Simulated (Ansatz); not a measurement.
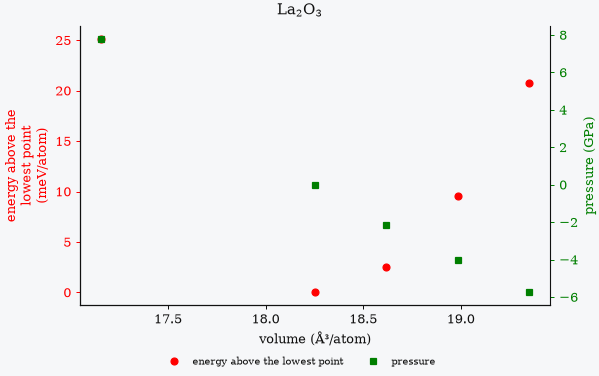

The figure shows the energy above the lowest point and pressure against volume for La₂O₃, space group Pn-3m (No. 224) (one of a set of cubic test structures, which need not be the stable phase).

Calculation (Ansatz 0.2.0 development build): equation of state of a cubic crystal from periodic Kohn-Sham density functional theory without spin, third-order Birch-Murnaghan fit to the free energies; pressure corrected for the finite basis. Level: PBE.

structure type cubic X2O3; atoms in cell 10; space group number 224; lattice centring simple cubic; k mesh 19×19×19; occupation method Fermi–Dirac; occupation width 0.06123 eV; wave cutoff 420 eV; datasets soft-1 PAW; density tolerance 1.8e−07 eV; bands 50; density cutoff ratio 4; search for lower states default.

The points at volume 17.52 Å³/atom and 17.89 Å³/atom are left out of the plot. What values does the calculation give there?

```tsv
volume (Å³/atom)	energy above the lowest point (meV/atom)	pressure (GPa)
17.52	10.7	4.9
17.89	2.6	2.3
```

Keep in mind: cubic model structure, not the ambient form.
